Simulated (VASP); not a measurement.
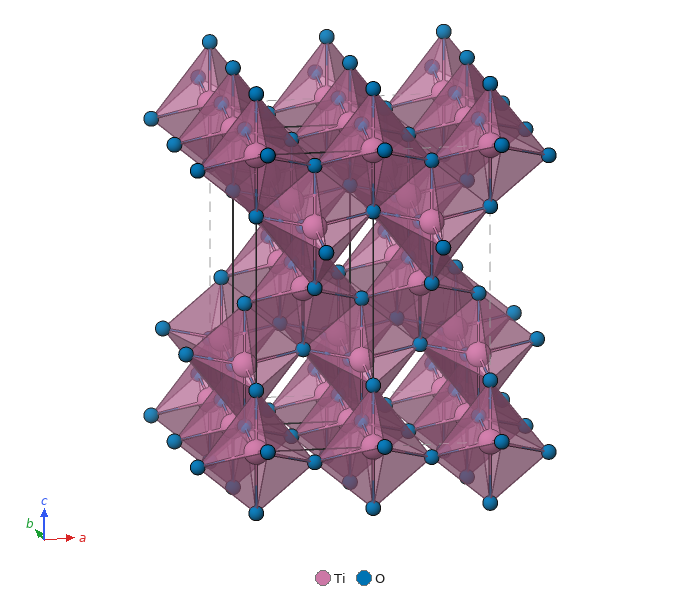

Polyhedra are drawn about Ti (bonds: O–Ti below 2.3 Å); other atoms are plain spheres.

TiO2 (space group I4_1/amd, No. 141): the geometry relaxed with VASP 6.6.1, VASP Kohn-Sham DFT of a periodic cell, PBE, VASP PAW PBE potentials, hard.

Question: What figure surrounds each Ti atom, and what does it share with the other drawn polyhedra?

Answer: Ti: TiO6 octahedron, sharing corners with four neighbours and edges with four neighbours.

Question: How do these polyhedra hang together as a whole?

Answer: They form a three-dimensional framework of corner- and edge-sharing octahedra.

Question: How far apart are the centres of linked polyhedra?

Answer: Centre to centre across a shared corner: 3.80 Å; across a shared edge: 3.08 Å.
